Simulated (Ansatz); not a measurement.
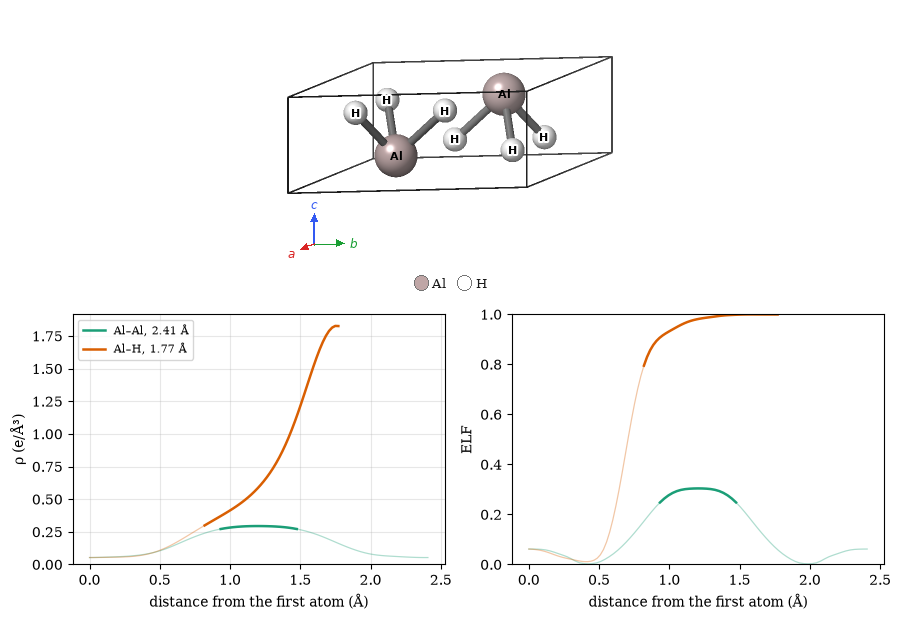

*AlH3. Valence electron density and ELF along straight lines between neighbouring atoms. Thin, pale parts lie inside the atomic spheres. The structure is drawn too.*

Space group P6₃/mmc; a structure from a database of computed crystals, not necessarily the ambient phase; started from the TiPt3-194 prototype, which need not be the ambient phase.

All numbers below come from DFT, PBEsol, plane waves, PAW (Ansatz 0.2.0).

The density is the valence pseudo-density of a PAW calculation; it isn't the true density close to the nuclei.

> What can be read from the curves?

Al–Al (2.41 Å): ρ at the midpoint is about 0.29 e/Å³; the ELF is about 0.30 at the midpoint.
Al–H (1.77 Å): ρ at the midpoint is about 0.34 e/Å³; the ELF climbs to about 1 towards the hydrogen.
